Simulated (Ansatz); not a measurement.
Single-point calculation of C24Cl (part 2 of 3)

Continued. System: C24Cl (slab, 25 atoms in the cell). Method: DFT PBE+D3(BJ), scalar-relativistic, plane waves, PAW, PAW set soft_1 (Ansatz 0.2.0); cutoff 420 eV, 6×4×1 k-mesh, Gaussian smearing of 0.05 eV, collinear spins. The structure derives from an entry of the Crystallography Open Database. The run did not end well. The run did not end well; see the last part.

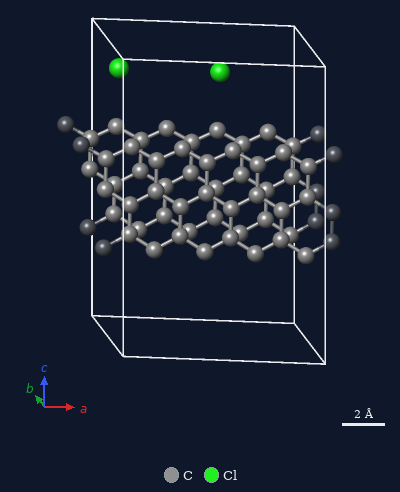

*The input geometry (ball-and-stick view of the 2 × 1 repeat of the cell, with the vacuum cut short, seen slightly off an axis; neighbours outside the cell are drawn fainter). An atom can appear more than once, as a periodic image.*

Log, continued
```
SCF iter   1: F=—  HF=-7090.395872 eV  |F-HF|=—  |Δ(HF+E_count)|=         —  Δρ=4.01e-2 (↑3.54e-2 ↓4.01e-2)  dr2=8.80e1  dr2_m=5.21e-1  M=2.354 μB ∫|m|=2.783 μB  β_m=1.00  ethr=3.10e-3  p=0.000 e·Å  D=4.76e-8 V/Å  ΔV_dip=-0.00 eV  dr2_dipole=2.65e1  V_vac-E_F(+/−)=8.57/8.57 eV  ⟨swp⟩=7.5  Hψ=10646  notcnv=0  defer=249
efield: sawtooth ramp at fractional position 0.8383 (placed from the atoms, in the widest stretch of the axis that holds none; the zero of the levels goes with the place), width 0.0400; the density the first Hamiltonian is built on has a dipole p = 0.000 e·Å; the dipole correction subtracts the counter field D = 4.76e-8 V/Å, which shifts the + side's vacuum level by -0.00 eV against the − side's; the planar-averaged density in the ramp window peaks in size at 2.7e-7 e/Å³
preconditioner: auto → LDOS  [metal: Δε(μ)=0.020 eV  Ē_g=13.777 eV  σ=0.050 eV  W_gap=0.22  n_scr=112 (ndim 8)  ℏωp=13.7 eV  f_vac=0.583  D(μ)=14.34/eV (n_scr^D=76)]
spin=Collinear: LDOS preconditioning applied to the charge; magnetization (m = ρ↑ − ρ↓) channel mixes plain (no charge-response kernel on spin).
SCF iter   2: F=—  HF=-7083.027568 eV  |F-HF|=—  |Δ(HF+E_count)|=    7.37e0  Δρ=2.60e-2 (↑2.58e-2 ↓2.60e-2)  dr2=5.00e1  dr2_m=4.47e-2  M=2.663 μB ∫|m|=3.385 μB  β_m=1.00  ethr=3.10e-3  p=0.082 e·Å  D=1.96e-2 V/Å  ΔV_dip=-0.44 eV  dr2_dipole=1.41e1  V_vac-E_F(+/−)=7.89/8.32 eV  ⟨swp⟩=2.1  Hψ=4128  notcnv=0  defer=504  κ⁻¹=1.0e0(r=1)
SCF iter   3: F=—  HF=-7079.078149 eV  |F-HF|=—  |Δ(HF+E_count)|=    3.95e0  Δρ=2.65e-2 (↑1.34e-2 ↓2.65e-2)  dr2=3.40e1  dr2_m=1.75e0  M=0.765 μB ∫|m|=1.952 μB  β_m=0.30  ethr=3.10e-3  p=0.322 e·Å  D=7.74e-2 V/Å  ΔV_dip=-1.72 eV  dr2_dipole=1.62e1  V_vac-E_F(+/−)=6.12/7.84 eV  ⟨swp⟩=3.0  Hψ=3801  notcnv=0  defer=504  κ⁻¹=1.1e-2(r=2)
SCF iter   4: F=—  HF=-7079.516322 eV  |F-HF|=—  |Δ(HF+E_count)|=   4.38e-1  Δρ=2.15e-2 (↑9.72e-3 ↓2.15e-2)  dr2=1.77e1  dr2_m=1.08e0  M=1.182 μB ∫|m|=2.636 μB  β_m=0.30  ethr=3.10e-3  p=0.237 e·Å  D=5.70e-2 V/Å  ΔV_dip=-1.27 eV  dr2_dipole=8.74e0  V_vac-E_F(+/−)=6.66/7.93 eV  ⟨swp⟩=2.8  Hψ=3992  notcnv=0  defer=516  κ⁻¹=3.7e-3(r=3)
SCF iter   5: F=—  HF=-7079.649382 eV  |F-HF|=—  |Δ(HF+E_count)|=   1.33e-1  Δρ=1.80e-2 (↑8.07e-3 ↓1.80e-2)  dr2=1.42e1  dr2_m=6.84e-1  M=1.434 μB ∫|m|=3.250 μB  β_m=0.30  ethr=3.10e-3  p=0.180 e·Å  D=4.32e-2 V/Å  ΔV_dip=-0.96 eV  dr2_dipole=7.05e0  V_vac-E_F(+/−)=6.89/7.85 eV  ⟨swp⟩=1.0  Hψ=2064  notcnv=0  defer=516  κ⁻¹=3.9e-4(r=4)
SCF iter   6: F=—  HF=-7079.339329 eV  |F-HF|=—  |Δ(HF+E_count)|=   3.10e-1  Δρ=2.30e-2 (↑9.18e-3 ↓2.30e-2)  dr2=3.67e1  dr2_m=6.73e-1  M=3.716 μB ∫|m|=5.125 μB  β_m=1.00  ethr=3.10e-3  p=-0.135 e·Å  D=-3.26e-2 V/Å  ΔV_dip=0.72 eV  dr2_dipole=9.16e0  V_vac-E_F(+/−)=7.96/7.24 eV  ⟨swp⟩=2.2  Hψ=3063  notcnv=0  defer=516  κ⁻¹=2.4e-4(r=5)
SCF iter   7: F=—  HF=-7080.446162 eV  |F-HF|=—  |Δ(HF+E_count)|=    1.11e0  Δρ=1.80e-2 (↑1.38e-2 ↓1.80e-2)  dr2=4.17e1  dr2_m=8.61e-2  M=3.942 μB ∫|m|=6.024 μB  β_m=1.00  ethr=3.10e-3  p=-0.151 e·Å  D=-3.64e-2 V/Å  ΔV_dip=0.81 eV  dr2_dipole=9.68e0  V_vac-E_F(+/−)=7.93/7.12 eV  ⟨swp⟩=1.7  Hψ=2604  notcnv=0  defer=496  κ⁻¹=1.5e-4(r=6)
SCF iter   8: F=—  HF=-7080.710106 eV  |F-HF|=—  |Δ(HF+E_count)|=   2.64e-1  Δρ=1.66e-2 (↑1.59e-2 ↓1.66e-2)  dr2=4.67e1  dr2_m=1.19e-1  M=4.011 μB ∫|m|=6.984 μB  β_m=1.00  ethr=3.10e-3  p=-0.248 e·Å  D=-5.96e-2 V/Å  ΔV_dip=1.33 eV  dr2_dipole=1.61e1  V_vac-E_F(+/−)=8.01/6.68 eV  ⟨swp⟩=1.9  Hψ=1703  notcnv=0  defer=496  κ⁻¹=5.0e-5(r=7)
SCF iter   9: F=—  HF=-7078.450137 eV  |F-HF|=—  |Δ(HF+E_count)|=    2.26e0  Δρ=1.45e-2 (↑1.45e-2 ↓1.09e-2)  dr2=3.19e1  dr2_m=1.39e-1  M=3.868 μB ∫|m|=7.210 μB  β_m=0.30  ethr=3.10e-3  p=-0.135 e·Å  D=-3.26e-2 V/Å  ΔV_dip=0.72 eV  dr2_dipole=1.42e1  V_vac-E_F(+/−)=7.19/6.47 eV  ⟨swp⟩=2.3  Hψ=2443  notcnv=0  defer=478  κ⁻¹=4.9e-5(r=8)
SCF iter  10: F=—  HF=-7078.615677 eV  |F-HF|=—  |Δ(HF+E_count)|=   1.66e-1  Δρ=2.11e-2 (↑1.08e-2 ↓2.11e-2)  dr2=5.77e0  dr2_m=1.56e0  M=1.956 μB ∫|m|=5.370 μB  β_m=0.30  ethr=3.10e-3  p=0.002 e·Å  D=5.77e-4 V/Å  ΔV_dip=-0.01 eV  dr2_dipole=8.35e-1  V_vac-E_F(+/−)=6.71/6.72 eV  ⟨swp⟩=1.0  Hψ=2492  notcnv=0  defer=478  κ⁻¹=3.9e-5(r=8)
SCF iter  11: F=—  HF=-7079.060326 eV  |F-HF|=—  |Δ(HF+E_count)|=   4.45e-1  Δρ=1.42e-2 (↑1.13e-2 ↓1.42e-2)  dr2=2.93e1  dr2_m=1.02e-1  M=3.999 μB ∫|m|=7.364 μB  β_m=1.00  ethr=3.10e-3  p=-0.176 e·Å  D=-4.22e-2 V/Å  ΔV_dip=0.94 eV  dr2_dipole=1.21e1  V_vac-E_F(+/−)=7.45/6.51 eV  ⟨swp⟩=2.0  Hψ=2806  notcnv=0  defer=478  κ⁻¹=9.1e-5(r=8)
SCF iter  12: F=—  HF=-7078.734359 eV  |F-HF|=—  |Δ(HF+E_count)|=   3.26e-1  Δρ=1.62e-2 (↑9.76e-3 ↓1.62e-2)  dr2=4.51e0  dr2_m=1.08e0  M=2.625 μB ∫|m|=6.159 μB  β_m=0.30  ethr=3.10e-3  p=-0.075 e·Å  D=-1.81e-2 V/Å  ΔV_dip=0.40 eV  dr2_dipole=2.18e0  V_vac-E_F(+/−)=7.05/6.65 eV  ⟨swp⟩=2.0  Hψ=2521  notcnv=0  defer=489  κ⁻¹=7.2e-5(r=8)
SCF iter  13: F=—  HF=-7079.592956 eV  |F-HF|=—  |Δ(HF+E_count)|=   8.59e-1  Δρ=1.62e-2 (↑6.10e-3 ↓1.62e-2)  dr2=6.62e0  dr2_m=8.01e-1  M=2.909 μB ∫|m|=6.470 μB  β_m=0.30  ethr=3.10e-3  p=-0.060 e·Å  D=-1.43e-2 V/Å  ΔV_dip=0.32 eV  dr2_dipole=2.83e0  V_vac-E_F(+/−)=6.86/6.54 eV  ⟨swp⟩=1.0  Hψ=1973  notcnv=0  defer=494  κ⁻¹=9.1e-5(r=8)
SCF iter  14: F=—  HF=-7079.780371 eV  |F-HF|=—  |Δ(HF+E_count)|=   1.87e-1  Δρ=1.45e-2 (↑4.68e-3 ↓1.45e-2)  dr2=5.63e0  dr2_m=5.93e-1  M=3.558 μB ∫|m|=7.053 μB  β_m=0.30  ethr=3.10e-3  p=-0.128 e·Å  D=-3.08e-2 V/Å  ΔV_dip=0.69 eV  dr2_dipole=2.30e0  V_vac-E_F(+/−)=7.09/6.40 eV  ⟨swp⟩=1.1  Hψ=2080  notcnv=0  defer=490  κ⁻¹=1.2e-4(r=8)
SCF iter  15: F=—  HF=-7080.003591 eV  |F-HF|=—  |Δ(HF+E_count)|=   2.23e-1  Δρ=1.38e-2 (↑4.76e-3 ↓1.38e-2)  dr2=5.62e0  dr2_m=5.23e-1  M=3.999 μB ∫|m|=7.560 μB  β_m=1.20  ethr=3.10e-3  p=-0.148 e·Å  D=-3.55e-2 V/Å  ΔV_dip=0.79 eV  dr2_dipole=2.39e0  V_vac-E_F(+/−)=7.20/6.41 eV  ⟨swp⟩=1.0  Hψ=2068  notcnv=0  defer=496
Mixer restart at iter 15: flushing history
spin-set hold released at iteration 15 (site moments' squared step at or under half its running peak, from the soft ceiling on): the magnetisation degrees of freedom join the quasi-Newton model from the next iteration; the mixer history was flushed
SCF iter  16: F=—  HF=-7084.671980 eV  |F-HF|=—  |Δ(HF+E_count)|=    4.67e0  Δρ=3.76e-2 (↑2.97e-2 ↓3.76e-2)  dr2=2.42e2  dr2_m=8.54e-1  M=2.976 μB ∫|m|=5.895 μB  β_m=0.13  ethr=3.10e-3  p=-0.605 e·Å  D=-1.46e-1 V/Å  ΔV_dip=3.23 eV  dr2_dipole=9.69e1  V_vac-E_F(+/−)=8.56/5.32 eV  ⟨swp⟩=3.6  Hψ=2675  notcnv=0  defer=490  recentre
density mixer auto → msr1: a metal under ldos (density of states about μ 1.06 of a free-electron gas's, 112 screened modes)
SCF iter  17: F=—  HF=-7080.143542 eV  |F-HF|=—  |Δ(HF+E_count)|=    4.53e0  Δρ=1.25e-2 (↑3.73e-3 ↓1.25e-2)  dr2=5.78e0  dr2_m=3.80e-1  M=4.000 μB ∫|m|=7.708 μB  β_m=0.02  ethr=3.10e-3  p=-0.173 e·Å  D=-4.16e-2 V/Å  ΔV_dip=0.92 eV  dr2_dipole=2.57e0  V_vac-E_F(+/−)=7.19/6.26 eV  ⟨swp⟩=2.5  Hψ=3590  notcnv=0  defer=462
SCF iter  18: F=—  HF=-7080.058221 eV  |F-HF|=—  |Δ(HF+E_count)|=   8.53e-2  Δρ=1.14e-2 (↑3.08e-3 ↓1.14e-2)  dr2=5.30e0  dr2_m=2.93e-1  M=4.006 μB ∫|m|=7.786 μB  β_m=0.04  ethr=3.10e-3  p=-0.226 e·Å  D=-5.43e-2 V/Å  ΔV_dip=1.21 eV  dr2_dipole=2.46e0  V_vac-E_F(+/−)=7.38/6.17 eV  ⟨swp⟩=1.1  Hψ=2496  notcnv=0  defer=458
SCF iter  19: F=—  HF=-7080.556392 eV  |F-HF|=—  |Δ(HF+E_count)|=   4.98e-1  Δρ=1.01e-2 (↑3.69e-3 ↓1.01e-2)  dr2=6.96e0  dr2_m=1.50e-1  M=4.169 μB ∫|m|=8.019 μB  β_m=0.06  ethr=3.10e-3  p=-0.182 e·Å  D=-4.38e-2 V/Å  ΔV_dip=0.97 eV  dr2_dipole=3.22e0  V_vac-E_F(+/−)=7.01/6.04 eV  ⟨swp⟩=1.5  Hψ=1684  notcnv=0  defer=458
SCF iter  20: F=—  HF=-7080.987666 eV  |F-HF|=—  |Δ(HF+E_count)|=   4.31e-1  Δρ=7.70e-3 (↑5.98e-3 ↓7.70e-3)  dr2=7.61e0  dr2_m=5.54e-2  M=4.291 μB ∫|m|=8.117 μB  β_m=0.08  ethr=3.10e-3  p=-0.134 e·Å  D=-3.22e-2 V/Å  ΔV_dip=0.72 eV  dr2_dipole=3.40e0  V_vac-E_F(+/−)=6.67/5.95 eV  ⟨swp⟩=1.8  Hψ=2563  notcnv=0  defer=461
SCF iter  21: F=—  HF=-7080.393286 eV  |F-HF|=—  |Δ(HF+E_count)|=   5.94e-1  Δρ=6.84e-3 (↑4.05e-3 ↓6.84e-3)  dr2=5.65e0  dr2_m=5.05e-2  M=4.332 μB ∫|m|=8.153 μB  β_m=0.23  ethr=3.10e-3  p=-0.252 e·Å  D=-6.07e-2 V/Å  ΔV_dip=1.35 eV  dr2_dipole=2.78e0  V_vac-E_F(+/−)=7.25/5.90 eV  ⟨swp⟩=1.3  Hψ=1683  notcnv=0  defer=461
SCF iter  22: F=—  HF=-7080.449498 eV  |F-HF|=—  |Δ(HF+E_count)|=   5.62e-2  Δρ=6.06e-3 (↑4.27e-3 ↓6.06e-3)  dr2=5.83e0  dr2_m=4.09e-2  M=4.471 μB ∫|m|=8.167 μB  β_m=0.61  ethr=3.10e-3  p=-0.252 e·Å  D=-6.06e-2 V/Å  ΔV_dip=1.35 eV  dr2_dipole=2.86e0  V_vac-E_F(+/−)=7.14/5.80 eV  ⟨swp⟩=1.0  Hψ=2492  notcnv=0  defer=463
SCF iter  23: F=—  HF=-7080.829401 eV  |F-HF|=—  |Δ(HF+E_count)|=   3.80e-1  Δρ=6.99e-3 (↑4.72e-3 ↓6.99e-3)  dr2=7.75e0  dr2_m=5.01e-2  M=4.595 μB ∫|m|=8.101 μB  β_m=0.12  ethr=3.10e-3  p=-0.166 e·Å  D=-4.00e-2 V/Å  ΔV_dip=0.89 eV  dr2_dipole=3.85e0  V_vac-E_F(+/−)=6.69/5.80 eV  ⟨swp⟩=1.0  Hψ=1678  notcnv=0  defer=463
SCF iter  24: F=—  HF=-7080.430489 eV  |F-HF|=—  |Δ(HF+E_count)|=   3.99e-1  Δρ=6.65e-3 (↑4.15e-3 ↓6.65e-3)  dr2=6.33e0  dr2_m=4.59e-2  M=4.569 μB ∫|m|=8.129 μB  β_m=0.52  ethr=3.10e-3  p=-0.277 e·Å  D=-6.65e-2 V/Å  ΔV_dip=1.48 eV  dr2_dipole=3.14e0  V_vac-E_F(+/−)=7.21/5.73 eV  ⟨swp⟩=1.0  Hψ=2492  notcnv=0  defer=465
SCF iter  25: F=—  HF=-7083.668838 eV  |F-HF|=—  |Δ(HF+E_count)|=    3.24e0  Δρ=3.62e-2 (↑2.79e-2 ↓3.62e-2)  dr2=2.29e2  dr2_m=7.10e-1  M=2.866 μB ∫|m|=5.942 μB  β_m=0.50  ethr=3.10e-3  p=-0.668 e·Å  D=-1.61e-1 V/Å  ΔV_dip=3.57 eV  dr2_dipole=9.65e1  V_vac-E_F(+/−)=8.56/4.98 eV  ⟨swp⟩=2.6  Hψ=2076  notcnv=0  defer=466  recentre
SCF iter  26: F=—  HF=-7082.267364 eV  |F-HF|=—  |Δ(HF+E_count)|=    1.40e0  Δρ=9.45e-3 (↑5.21e-3 ↓9.45e-3)  dr2=1.10e1  dr2_m=9.99e-2  M=4.478 μB ∫|m|=7.925 μB  β_m=0.41  ethr=3.10e-3  p=0.165 e·Å  D=3.96e-2 V/Å  ΔV_dip=-0.88 eV  dr2_dipole=5.37e0  V_vac-E_F(+/−)=5.20/6.08 eV  ⟨swp⟩=2.7  Hψ=4034  notcnv=0  defer=469
SCF iter  27: F=—  HF=-7084.838765 eV  |F-HF|=—  |Δ(HF+E_count)|=    2.57e0  Δρ=1.01e-2 (↑7.02e-3 ↓1.01e-2)  dr2=1.68e1  dr2_m=9.23e-2  M=4.287 μB ∫|m|=7.704 μB  β_m=0.10  ethr=3.10e-3  p=0.565 e·Å  D=1.36e-1 V/Å  ΔV_dip=-3.02 eV  dr2_dipole=8.15e0  V_vac-E_F(+/−)=3.16/6.17 eV  ⟨swp⟩=2.5  Hψ=3198  notcnv=0  defer=477
SCF iter  28: F=—  HF=-7086.650467 eV  |F-HF|=—  |Δ(HF+E_count)|=    1.81e0  Δρ=1.04e-2 (↑9.25e-3 ↓1.04e-2)  dr2=1.92e1  dr2_m=9.81e-2  M=3.946 μB ∫|m|=7.500 μB  β_m=0.15  ethr=3.10e-3  p=0.787 e·Å  D=1.89e-1 V/Å  ΔV_dip=-4.21 eV  dr2_dipole=8.58e0  V_vac-E_F(+/−)=2.05/6.26 eV  ⟨swp⟩=3.0  Hψ=2652  notcnv=0  defer=473
SCF iter  29: F=—  HF=-7086.435949 eV  |F-HF|=—  |Δ(HF+E_count)|=   2.15e-1  Δρ=1.01e-2 (↑8.88e-3 ↓1.01e-2)  dr2=1.90e1  dr2_m=8.32e-2  M=3.945 μB ∫|m|=7.506 μB  β_m=0.09  ethr=3.10e-3  p=0.753 e·Å  D=1.81e-1 V/Å  ΔV_dip=-4.03 eV  dr2_dipole=8.58e0  V_vac-E_F(+/−)=2.16/6.18 eV  ⟨swp⟩=1.8  Hψ=2300  notcnv=0  defer=468
SCF iter  30: F=—  HF=-7085.685589 eV  |F-HF|=—  |Δ(HF+E_count)|=   7.50e-1  Δρ=9.48e-3 (↑8.43e-3 ↓9.48e-3)  dr2=1.72e1  dr2_m=6.48e-2  M=3.927 μB ∫|m|=7.535 μB  β_m=0.06  ethr=3.10e-3  p=0.649 e·Å  D=1.56e-1 V/Å  ΔV_dip=-3.47 eV  dr2_dipole=7.56e0  V_vac-E_F(+/−)=2.64/6.10 eV  ⟨swp⟩=1.1  Hψ=1948  notcnv=0  defer=463
SCF iter  31: F=—  HF=-7085.513238 eV  |F-HF|=—  |Δ(HF+E_count)|=   1.72e-1  Δρ=9.33e-3 (↑8.31e-3 ↓9.33e-3)  dr2=1.68e1  dr2_m=6.27e-2  M=3.949 μB ∫|m|=7.561 μB  β_m=0.02  ethr=3.10e-3  p=0.629 e·Å  D=1.51e-1 V/Å  ΔV_dip=-3.36 eV  dr2_dipole=7.47e0  V_vac-E_F(+/−)=2.73/6.09 eV  ⟨swp⟩=1.0  Hψ=2223  notcnv=0  defer=461
SCF iter  32: F=—  HF=-7085.509385 eV  |F-HF|=—  |Δ(HF+E_count)|=   3.85e-3  Δρ=9.56e-3 (↑8.18e-3 ↓9.56e-3)  dr2=1.66e1  dr2_m=6.23e-2  M=3.892 μB ∫|m|=7.481 μB  β_m=0.00  ethr=3.10e-3  p=0.606 e·Å  D=1.46e-1 V/Å  ΔV_dip=-3.24 eV  dr2_dipole=7.15e0  V_vac-E_F(+/−)=2.82/6.05 eV  ⟨swp⟩=1.0  Hψ=1876  notcnv=0  defer=459
```
